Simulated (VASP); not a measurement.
Consider Ho.

Input file:

```
from ase import Atoms
from ase.calculators.vasp import Vasp
from ase.dft.bandgap import bandgap

atoms = Atoms(
    ['Ho'],
    cell=[[0.0, 2.4942453452, 2.4942453452], [2.4942453452, 0.0, 2.4942453452], [2.4942453452, 2.4942453452, 0.0]],
    scaled_positions=[[0.0, 0.0, 0.0]],
    pbc=True,
)
atoms.set_initial_magnetic_moments([4.0])
calc = Vasp(
    directory='calc',
    xc='rpbe',
    pp='PBE',
    setups='materialsproject',
    prec='Accurate',
    encut=520,
    ediff=1e-07,
    ismear=0,
    sigma=0.02,
    lreal=False,
    lasph=True,
    nelm=120,
    algo='Normal',
    isif=2,
    lwave=False,
    lcharg=True,
    ispin=2,
    lorbit=11,
    lmaxmix=6,
    lelf=True,
    lvhar=True,
    kpts=[9, 9, 9],
    gamma=True,
)
atoms.calc = calc

print('energy (eV):', atoms.get_potential_energy())
print('free energy (eV):', atoms.get_potential_energy(force_consistent=True))
print('forces (eV/A):')
print(atoms.get_forces())
print('stress (eV/A^3, Voigt):', atoms.get_stress())
print('Fermi level (eV):', calc.get_fermi_level())
print('moment (muB):', atoms.get_magnetic_moment())
print('site moments (muB):', atoms.get_magnetic_moments())
gap, top, bottom = bandgap(calc)
print('band gap (eV):', gap, 'from (spin, k, band)', top, 'to', bottom)
```

Run with:

```sh
python run.py
```

Below, planes, directions and counts refer to the conventional cell (a = 4.99 Å, b = 4.99 Å, c = 4.99 Å, α = 90.00°, β = 90.00°, γ = 90.00°).

Space group Fm-3m; a structure from a database of computed crystals, not necessarily the ambient phase; spin-polarised.

Theory: Kohn-Sham DFT of a periodic cell, RPBE, VASP PAW PBE potentials, materialsproject (VASP).

### Predict the valence pseudo-density between the atoms.

Ho–Ho (3.53 Å): ρ is about 0.11 e/Å³ halfway.

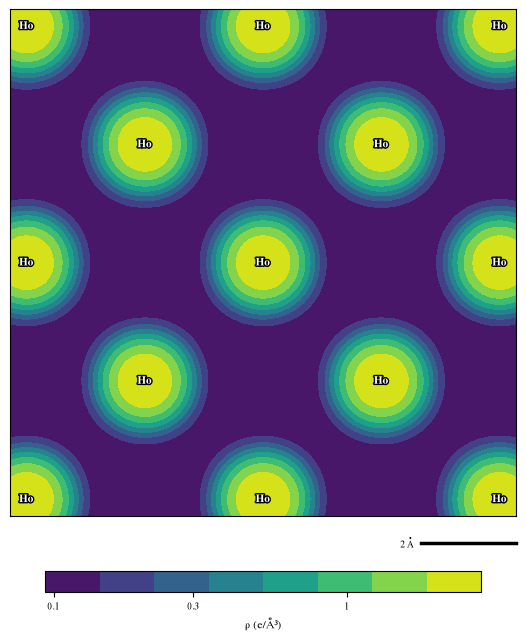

Computed valence pseudo-density on the (010) plane of the conventional cell. 
